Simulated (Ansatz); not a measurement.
## Two runs on AlAu

System: AlAu (Pm-3m, 2 atoms in the cell).
Method of the first run: Kohn-Sham DFT of a periodic cell, PBE0, Ansatz PAW, no spin polarisation (Ansatz 0.2.0).

The structure derives from a Materials Project entry. Text and figures count atoms from 1; the logs count them from 0 in places.

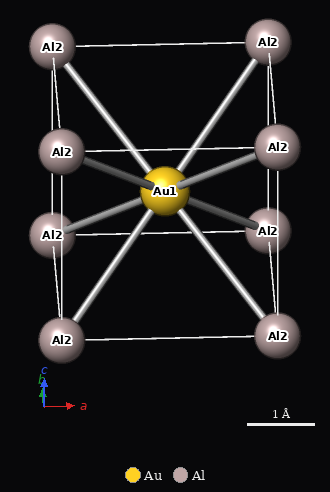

Fig. 1: The input geometry (ball-and-stick view of the cell of the calculation, seen at an oblique angle; atoms are numbered from 1 in the order of the input). An atom can appear more than once, as a periodic image. Near neighbours in the periodic cell (some may lie outside the picture): Au has 8 Al at 2.79 Å; Al has 8 Au at 2.79 Å.

The input, the first run:
```yaml
crystal:
  lattice:
    - [3.223942, 0.0, 0.0]
    - [0.0, 3.223942, 0.0]
    - [0.0, 0.0, 3.223942]
  atoms:
    - { symbol: Au, position: [0.5, 0.5, 0.5] }
    - { symbol: Al, position: [0.0, 0.0, 0.0] }
hamiltonian:
  xc: pbe0
  pseudopotentials: { kind: paw }
kpoints:
  mp_grid: { grid: [4, 4, 4] }
scf:
  occupations: { method: fermi_dirac, width: 0.05 }
output:
  forces: true
  stress: true
  eigenvalues: true
```

Hardware: 1 × NVIDIA H100 80GB HBM3, 2 threads of AMD EPYC (Zen 3), 1656 GiB of memory available, shared host.

Output, shortened to warnings, some set-up lines, iterations and results (the first run):
```
Warning: output.stress: scf.convergence.dr2_threshold = 1e-7 eV (the SCF's general default) is looser than the 2e-10 eV advised for a printed stress (1e-10 eV for each atom of the cell: 2). What an SCF threshold leaves in a stress goes as its square root, and in the free energy as the threshold itself, and one threshold admits the most on a small cell: of the crystals measured, under no hybrid …
Warning: output.stress: scf.exx.energy_threshold = 1e-6 eV is looser than the 2e-8 eV advised for a stress under a hybrid functional (1e-8 eV for each atom of the cell: 2). Every SCF of the exchange loop can meet its threshold on dr2 while the loop round them stops early: no threshold on dr2 bounds what that leaves in the stress. Set scf.exx.energy_threshold to 2e-8 eV or tighter. The threshold …
Basis set: ecut = 420 eV, 691 PW (Γ), exchange–correlation on 48×48×48 points (8 copies of the dense FFT grid, shifted against one another)
Symmetry: 48 space group operations
k-points: 10 of 64
Initial density: superposition of atomic densities (neutral atoms: chi_scale 0, normalization atom), corrected by the library's trained network
[...]
SCF iter   1: F=—  HF=-13687.274745 eV  |F-HF|=—  |Δ(HF+E_count)|=         —  Δρ=6.18e-3  dr2=9.91e-3  ethr=1.77e-3  ⟨swp⟩=8.0  Hψ=638  notcnv=0
SCF iter   2: F=—  HF=-13687.271957 eV  |F-HF|=—  |Δ(HF+E_count)|=   2.79e-3  Δρ=2.09e-3  dr2=1.62e-3  ethr=4.51e-5  ⟨swp⟩=3.5  Hψ=375  notcnv=0
SCF iter   3: F=—  HF=-13687.271704 eV  |F-HF|=—  |Δ(HF+E_count)|=   2.53e-4  Δρ=1.39e-3  dr2=5.69e-4  ethr=7.35e-6  ⟨swp⟩=4.0  Hψ=341  notcnv=0
SCF iter   4: F=—  HF=-13687.271589 eV  |F-HF|=—  |Δ(HF+E_count)|=   1.15e-4  Δρ=2.89e-4  dr2=7.22e-6  ethr=3.24e-8  ⟨swp⟩=3.6  Hψ=601  notcnv=0
SCF iter   5: F=—  HF=-13687.271593 eV  |F-HF|=—  |Δ(HF+E_count)|=   4.03e-6  Δρ=1.48e-5  dr2=2.68e-8  ethr=3.24e-8  ⟨swp⟩=2.5  Hψ=268  notcnv=0
[... 10 lines ...]
SCF iter   2: F=—  HF=-13687.800429 eV  |F-HF|=—  |Δ(HF+E_count)|=   2.63e-7  Δρ=2.43e-5  dr2=9.67e-8  ethr=1.06e-8  ⟨swp⟩=3.3  Hψ=329  notcnv=0
SCF iter   3: F=—  HF=-13687.800429 eV  |F-HF|=—  |Δ(HF+E_count)|=   5.69e-8  Δρ=1.30e-5  dr2=1.21e-8  ethr=3.47e-10  ⟨swp⟩=3.2  Hψ=300  notcnv=0
SCF iter   4: F=—  HF=-13687.800429 eV  |F-HF|=—  |Δ(HF+E_count)|=   2.16e-9  Δρ=6.97e-6  dr2=2.04e-8  ethr=5.29e-11  ⟨swp⟩=4.1  Hψ=436  notcnv=0
SCF iter   5: F=-13687.800429 eV  HF=-13687.800429 eV  |F-HF|=9.37e-10  |Δ(HF+E_count)|=   7.10e-9  Δρ=1.61e-6  dr2=1.07e-9  ethr=5.29e-11  ⟨swp⟩=3.0  Hψ=309  notcnv=0
SCF 3 converged in 5 iterations: F = -13687.800429 eV  dr2 = 1.07e-9
  Residual-converged pass: ⟨swp⟩=2.6  Hψ=268  notcnv=0  max |occ|·‖R‖ = 2.4e-6 eV (tolerance 2.4e-6 eV)  dr2=1.04e-9  dr2_onsite=9.64e-11  max |Δocc| = 6.8e-13
hybrid outer 2: dexx = +5.504e-7 eV, tail = 1.41e-8 eV, Δε = 3.59e-3 eV (about 8.68e-5 eV left of the loop's levels)
hybrid SCF converged: 2 outer / 10 inner (+7 warm-up), last move |dexx| = 5.50e-7 eV, tail = 1.41e-8 eV
Stability not checked: this state was not tested for a lower state beside it, because the functional holds exact exchange (a hybrid, or Hartree-Fock), whose exchange loop this test does not read (fock_operator; see scf.lower_state_search)
Free energy (F): -13687.800429 eV
Frozen-core exchange: fock
Harris-Foulkes:  -13687.800429 eV  (|F-HF|=9.37e-10)
Internal energy: -13687.794916 eV  (E = F + TS)
E sigma→0 (E₀):  -13687.797673 eV
Entropy (-TS):   -0.005513 eV (-2.757 meV/atom)
Fermi energy:    15.684399 eV
--- Per-component energies (eV) ---
  E_band       = -358.042466
  E_kinetic    = 627.719567
  E_local      = -2471.988881  (includes V_loc(G=0)·N_el)
  E_nonlocal   = 81.559966
  E_hartree    = 1066.406805
  E_xc         = -207.416288
  E_vxc        = -235.780641  (∫ρ·V_xc dr)
  E_exx        = -83.266574  (= α·E_x^exact, valence–valence)
  E_paw        = -10150.230958  (= ΣΔE_a)
  E_vpaw       = -325.832771  (= ΣTr[D̂ρ^β])
  E_aug_tail   = 0.001420  (compensation charges beyond the density's cutoff)
  E_ewald      = -2548.615092
  E_core_change = -1.964881  (= ΣΔE_core)
  E_smearing   = -0.005513  (= −TS)
  E_closure    = -0.000001  (closes the sum)
  Σ components = -13687.800429   (vs F -13687.800429, Δ=0.00e0)
--- Forces (eV/Å), atoms counted from 1 ---
  atom   1  Au     0.00000000     0.00000000     0.00000000
  atom   2  Al     0.00000000     0.00000000     0.00000000
  max |Σ_I F_I| component: 9.47e-30 eV/Å
--- Stress (GPa, compression-positive) ---
       -6.091023      -0.000000       0.000000
        0.000000      -6.091023       0.000000
       -0.000000       0.000000      -6.091023
  P = ⅓ Tr σ = -6.0910 GPa (-60.910 kbar)
```

The second run used a changed input.

The two runs side by side:

```csv
quantity,the first run,the second run
outcome,converged,converged
free energy per atom (eV),−6843.9002,−6850.5646
"energy per atom, smearing taken to zero (eV)",−6843.8988,−6850.5632
gap on the mesh (eV),0.00,0.00
pressure (GPa),−6.09,−8.29
largest force (eV/Å),0.000,0.000
SCF iterations,17,20
irreducible k-points,10,10
plane waves at Γ,691,847
wall time (shared host),10 s,39 s
```

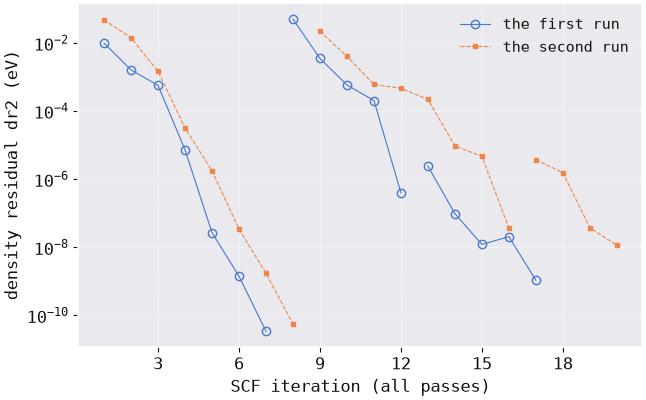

Fig. 2: Convergence of the two runs: density residual dr2 against the SCF iteration. A break in a curve parts two SCF passes. The first run takes 17 iterations in all, and the second run takes 20.

Which change of the input explains these differences?

The change (lines with − go, lines with + come):
```diff
-  xc: pbe0
+  xc: r2scan0
```

The total energies belong to different methods, so their difference says nothing on which is more stable or more accurate. The pressure goes from −6.09 to −8.29 GPa. The functional changes from PBE0 to r2scan0. The SCF takes 20 iterations against 17. The default cutoff goes from 420 to 500 eV with the change. The plane waves at Γ go from 691 to 847. On the same kind of shared host the second run took about 3.9 times as long.

Output, shortened to warnings, some set-up lines, iterations and results (the second run):
```
Warning: output.stress: scf.convergence.dr2_threshold = 1e-7 eV (the SCF's general default) is looser than the 2e-10 eV advised for a printed stress (1e-10 eV for each atom of the cell: 2). What an SCF threshold leaves in a stress goes as its square root, and in the free energy as the threshold itself, and one threshold admits the most on a small cell: of the crystals measured, under no hybrid …
Warning: output.stress: scf.exx.energy_threshold = 1e-6 eV is looser than the 2e-8 eV advised for a stress under a hybrid functional (1e-8 eV for each atom of the cell: 2). Every SCF of the exchange loop can meet its threshold on dr2 while the loop round them stops early: no threshold on dr2 bounds what that leaves in the stress. Set scf.exx.energy_threshold to 2e-8 eV or tighter. The threshold …
Basis set: ecut = 500 eV, 847 PW (Γ), exchange–correlation on 96×96×96 points (64 copies of the dense FFT grid, shifted against one another)
Symmetry: 48 space group operations
k-points: 10 of 64
Initial density: superposition of atomic densities (neutral atoms: chi_scale 0, normalization atom), corrected by the library's trained network
[...]
SCF iter   1: F=—  HF=-13704.297097 eV  |F-HF|=—  |Δ(HF+E_count)|=         —  Δρ=8.86e-3  dr2=4.81e-2  dr2_τ=1.47e-2  ethr=1.77e-3  ⟨swp⟩=8.0  Hψ=651  notcnv=0
SCF iter   2: F=—  HF=-13704.313455 eV  |F-HF|=—  |Δ(HF+E_count)|=   1.64e-2  Δρ=6.92e-3  dr2=1.42e-2  dr2_τ=3.10e-3  ethr=2.19e-4  ⟨swp⟩=3.8  Hψ=410  notcnv=0
SCF iter   3: F=—  HF=-13704.310507 eV  |F-HF|=—  |Δ(HF+E_count)|=   2.95e-3  Δρ=2.19e-3  dr2=1.46e-3  dr2_τ=1.18e-4  ethr=6.47e-5  ⟨swp⟩=3.1  Hψ=338  notcnv=0
SCF iter   4: F=—  HF=-13704.310491 eV  |F-HF|=—  |Δ(HF+E_count)|=   1.62e-5  Δρ=4.58e-4  dr2=3.20e-5  dr2_τ=3.84e-6  ethr=1.48e-7  ⟨swp⟩=3.1  Hψ=559  notcnv=0
SCF iter   5: F=—  HF=-13704.310511 eV  |F-HF|=—  |Δ(HF+E_count)|=   2.06e-5  Δρ=9.92e-5  dr2=1.75e-6  dr2_τ=2.53e-7  ethr=1.45e-7  ⟨swp⟩=2.8  Hψ=274  notcnv=0
[... 13 lines ...]
SCF iter   1: F=—  HF=-13701.129160 eV  |F-HF|=—  |Δ(HF+E_count)|=         —  Δρ=7.89e-5  dr2=3.74e-6  dr2_τ=4.88e-7  ethr=2.93e-7  ⟨swp⟩=3.0  Hψ=336  notcnv=0
SCF iter   2: F=—  HF=-13701.129159 eV  |F-HF|=—  |Δ(HF+E_count)|=   5.32e-7  Δρ=2.07e-5  dr2=1.55e-6  dr2_τ=8.01e-9  ethr=1.03e-8  ⟨swp⟩=3.0  Hψ=320  notcnv=0
SCF iter   3: F=—  HF=-13701.129189 eV  |F-HF|=—  |Δ(HF+E_count)|=   2.97e-5  Δρ=1.09e-5  dr2=3.73e-8  dr2_τ=5.24e-9  ethr=1.07e-10  ⟨swp⟩=4.2  Hψ=434  notcnv=0
SCF iter   4: F=-13701.129189 eV  HF=-13701.129189 eV  |F-HF|=6.20e-10  |Δ(HF+E_count)|=   4.76e-9  Δρ=3.55e-6  dr2=1.15e-8  dr2_τ=1.00e-9  ethr=1.07e-10  ⟨swp⟩=2.2  Hψ=264  …
SCF 3 converged in 4 iterations: F = -13701.129189 eV  dr2 = 1.15e-8
  Residual-converged pass: ⟨swp⟩=3.0  Hψ=305  notcnv=0  max |occ|·‖R‖ = 2.3e-6 eV (tolerance 2.4e-6 eV)  dr2=1.14e-8  dr2_τ=9.94e-10  dr2_onsite=6.06e-10  max |Δocc| = 1.9e-14
hybrid outer 2: dexx = +2.130e-7 eV, tail = 3.12e-8 eV, Δε = 2.37e-3 eV (about 1.24e-4 eV left of the loop's levels)
hybrid SCF converged: 2 outer / 12 inner (+8 warm-up), last move |dexx| = 2.13e-7 eV, tail = 3.12e-8 eV
Stability not checked: this state was not tested for a lower state beside it, because the functional holds exact exchange (a hybrid, or Hartree-Fock), whose exchange loop this test does not read (fock_operator; see scf.lower_state_search)
Free energy (F): -13701.129189 eV
Frozen-core exchange: fock
Harris-Foulkes:  -13701.129189 eV  (|F-HF|=6.20e-10)
Internal energy: -13701.123804 eV  (E = F + TS)
E sigma→0 (E₀):  -13701.126496 eV
Entropy (-TS):   -0.005385 eV (-2.693 meV/atom)
Fermi energy:    15.726964 eV
--- Per-component energies (eV) ---
  E_band       = -372.612118
  E_kinetic    = 628.036007
  E_local      = -2475.188721  (includes V_loc(G=0)·N_el)
  E_nonlocal   = 81.757904
  E_hartree    = 1069.187198
  E_xc         = -198.619086
  E_vxc        = -260.918966  (∫ρ·V_xc dr)
  E_exx        = -83.361417  (= α·E_x^exact, valence–valence)
  E_paw        = -10172.205127  (= ΣΔE_a)
  E_vpaw       = -334.379250  (= ΣTr[D̂ρ^β])
  E_aug_tail   = 0.000675  (compensation charges beyond the density's cutoff)
  E_vtau       = 16.427335  (kinetic-family band-sum trace: ∫τ·v_τ [+ j·A + Jᵃ·Aᵃ] dr)
  E_ewald      = -2548.615092
  E_core_change = -2.116150  (= ΣΔE_core)
  E_smearing   = -0.005385  (= −TS)
  E_closure    = 0.000005  (closes the sum)
  Σ components = -13701.129189   (vs F -13701.129189, Δ=-1.82e-12)
--- Forces (eV/Å), atoms counted from 1 ---
  atom   1  Au    -0.00000000    -0.00000000     0.00000000
  atom   2  Al    -0.00000000    -0.00000000     0.00000000
  max |Σ_I F_I| component: 6.06e-28 eV/Å
--- Stress (GPa, compression-positive) ---
       -8.294726       0.000000       0.000000
        0.000000      -8.294726       0.000000
        0.000000       0.000000      -8.294726
  P = ⅓ Tr σ = -8.2947 GPa (-82.947 kbar)
```

For both runs: Warnings: the exchange loop's threshold is looser than advised for the stress; the SCF threshold is looser than advised for the printed stress. Spin–orbit coupling is left out, which matters for Au. The k-point mesh is coarse for a cell of this size, so the results may not be converged.
